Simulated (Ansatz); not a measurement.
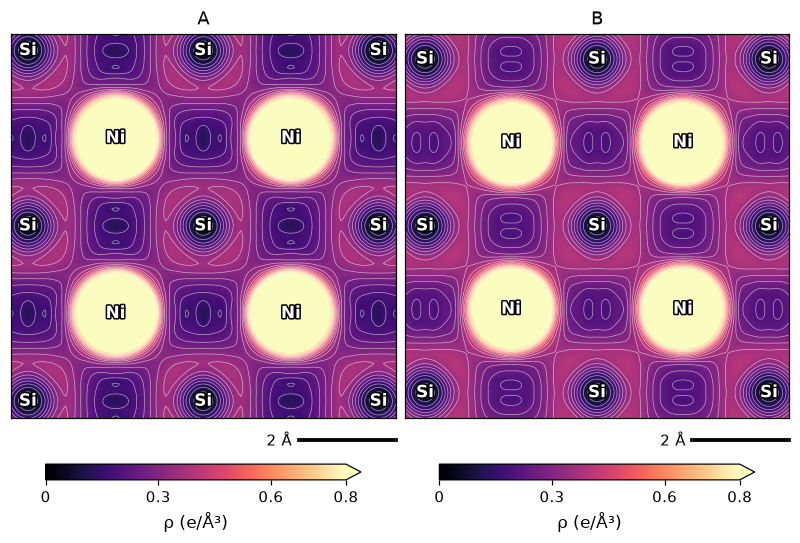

SiNi₃. The valence electron density of two cells that differ in size and shape, on the (100) plane of each (indices in the axes of the calculation cell), at one length scale and on one colour scale: A has 11.9 Å³ an atom and B 10.9.

Computed with Ansatz 0.2.0, DFT, PBE, plane-wave PAW, default files, scalar-relativistic.

The larger cell:

```
Si Ni
1.0
     3.62075    0.00000    0.00000
     0.00000    3.62075    0.00000
     0.00000    0.00000    3.62075
Si Ni
1 3
Direct
  0.00000 0.00000 0.00000
  0.00000 0.50000 0.50000
  0.50000 0.00000 0.50000
  0.50000 0.50000 0.00000
```

The smaller cell: a = 3.551 Å, b = 3.551 Å, c = 3.445 Å, α = 90.00°, β = 90.00°, γ = 90.00°.

What changes from the larger cell to the smaller?

From the larger cell to the smaller, Si–Ni goes from 2.56 to 2.47 Å, and the density at its midpoint from 0.31 to 0.36 e/Å³; the pressure goes from −16 to −1.5 GPa.
